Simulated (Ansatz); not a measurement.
Al48O73: several calculations on one system

**1. Relaxation**

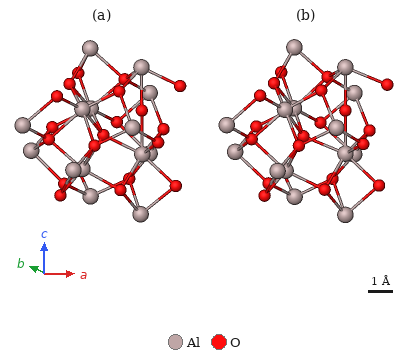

The structure of a defect cell of composition Al$_{48}$O$_{73}$ before (left) and after (right) a relaxation, at one scale.

Style: ball-and-stick. Shown: the atoms within 4.2 Å of the atom that moves most (axes of the cell of the calculation (origin shifted)), slightly off an axis.

The calculation used Ansatz 0.2.0, DFT, PBEsol, PAW, plane waves. Set-up: plane-wave cutoff 420 eV; k-point mesh 1 × 1 × 1; mesh shifted by (0.25, 0.25, 0.25); collinear spin; atoms relaxed in a fixed cell; force threshold 0.03 eV/Å; at most 80 steps.

**Describe what moved and what it gained.**

The atom that moves furthest is an O atom (0.19 Å along [−3 1 −1]). Largest moves by element: O 0.19 Å, Al 0.09 Å. The cell doesn't change. Among the contacts that change: Al–O 1.821 → 1.952 Å, Al–O 1.863 → 1.984 Å, Al–O 1.847 → 1.951 Å, Al–O 1.942 → 1.859 Å. Bond angles that change, for instance: Al–O–Al 132.2° → 140.6°, O–Al–O 90.4° → 98.7°, Al–O–Al 132.8° → 125.2°. After 4 geometry steps the energy has fallen by 3.060 eV per cell of the calculation. The largest force component goes from 3.2 to 0.0096 eV/Å.

**2. Defect**

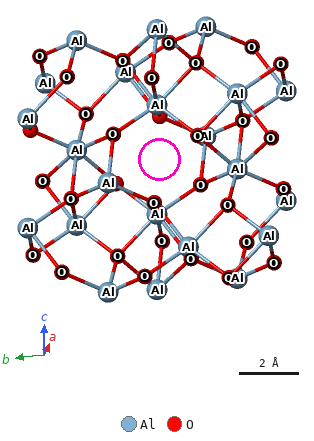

Perfect Al2O3. The picture is a ball-and-stick view of the atoms within 5.4 Å of one point, in a slice 5.0 Å thick across the line of sight, seen from a free direction.

Theory: Ansatz 0.2.0, DFT, PBEsol, PAW, plane waves. Settings: plane-wave cutoff 420 eV; k-point mesh 1 × 1 × 1; mesh shifted by (0.25, 0.25, 0.25); collinear spin. Fermi-Dirac smearing of 0.01 eV. The axes drawn are those of the host's conventional cell.

An extra oxygen atom is put between the host's atoms (an interstitial) at the ringed place, in charge state 0. The supercell has 120 sites, and the atoms are relaxed at the host's cell.

> How do the neighbours respond?

The O atom starts with 6 O at 1.93 to 2.04 Å, 2 Al at 1.93 Å around its place and ends with 2 Al at 1.89 Å, 6 O at 2.15 Å. Of the host's atoms, an oxygen atom moves furthest from its site, by 0.17 Å. The O atom itself moves 0.05 Å from where it was put. The cell's net moment is 2.00 μB.

The relaxed defect, seen from the same direction:

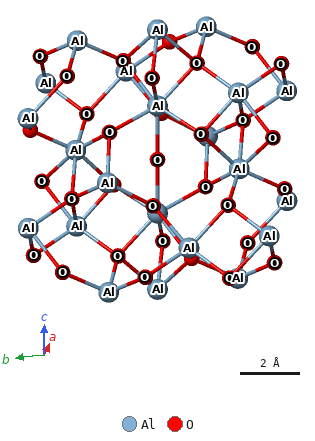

**3. Defect**

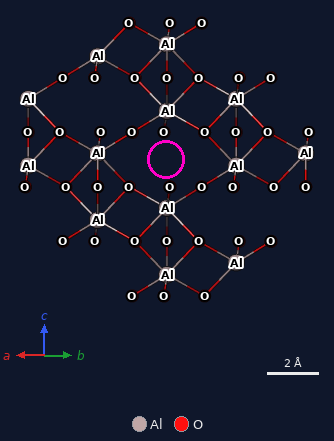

Perfect Al$_{2}$O$_{3}$. Style: ball-and-stick. Shown: the atoms within 6.0 Å of one point, in a slice 4.2 Å thick across the line of sight, along [110].

Theory: DFT, PBEsol, PAW, plane waves (Ansatz). Settings: plane-wave cutoff 420 eV; k-point mesh 1 × 1 × 1; mesh shifted by (0.25, 0.25, 0.25); collinear spin. Fermi-Dirac smearing of 0.01 eV. The axes drawn are those of the host's conventional cell.

An extra oxygen atom is put between the host's atoms (an interstitial) at the ringed place, in charge state 0. The supercell has 120 sites, and the atoms are relaxed at the host's cell.

### Predict the relaxed surroundings of the defect.

The O atom starts with 6 O at 1.93 to 2.04 Å, 2 Al at 1.93 Å around its place and ends with 2 Al at 1.89 Å, 6 O at 2.15 Å. Of the host's atoms, an oxygen atom moves furthest from its site, by 0.17 Å. The O atom itself moves 0.05 Å from where it was put. The cell's net moment is 2.00 μB.

The relaxed defect, seen from the same direction:

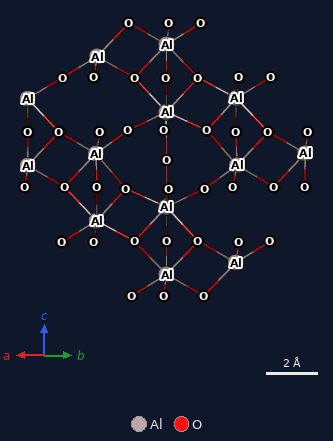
